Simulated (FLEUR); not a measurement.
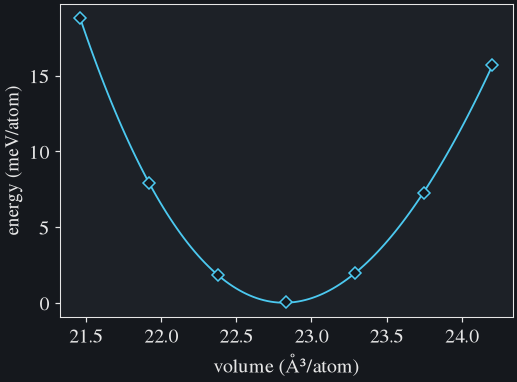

The plot gives the computed energy against volume for Ge, space group P6_3/mmc (No. 194).

Starting cell:
```
Ge
1.0
     3.99759    0.00000    0.00000
    -1.99879    3.46201    0.00000
     0.00000    0.00000    6.59938
Ge
4
Direct
  0.33333 0.66667 0.93710
  0.66667 0.33333 0.43710
  0.33333 0.66667 0.56290
  0.66667 0.33333 0.06290
```

Method: all-electron LAPW DFT, no spin polarisation; energies at scaled volumes of the given cell, shape and fractions fixed, counted from the fit's minimum, third-order Birch-Murnaghan fit (FLEUR MaX-R8.1 (later development tree)). Level: PBEsol.

| setting | value |
| --- | --- |
| k mesh | 8×8×4 |
| occupations | Fermi–Dirac |
| smearing width | 0.05 eV |
| potentials | all electron |
| program settings | basis FLAPW, kmax 4.71 1/bohr |

Question: How stiff is the solid, and where is its volume at rest?

Answer: A third-order Birch–Murnaghan fit gives V0 = 22.82 Å³/atom, B0 = 66.6 GPa and B′ = 4.6.

Note: shape and atomic fractions are frozen while scaling, which makes layered, chain and framework solids too stiff.

The computed values:

```json
{"volume (Å³/atom)": "21.46", "energy (meV/atom)": "18.79"}
{"volume (Å³/atom)": "21.92", "energy (meV/atom)": "7.89"}
{"volume (Å³/atom)": "22.38", "energy (meV/atom)": "1.86"}
{"volume (Å³/atom)": "22.83", "energy (meV/atom)": "0.03"}
{"volume (Å³/atom)": "23.29", "energy (meV/atom)": "1.95"}
{"volume (Å³/atom)": "23.75", "energy (meV/atom)": "7.26"}
{"volume (Å³/atom)": "24.20", "energy (meV/atom)": "15.67"}
```
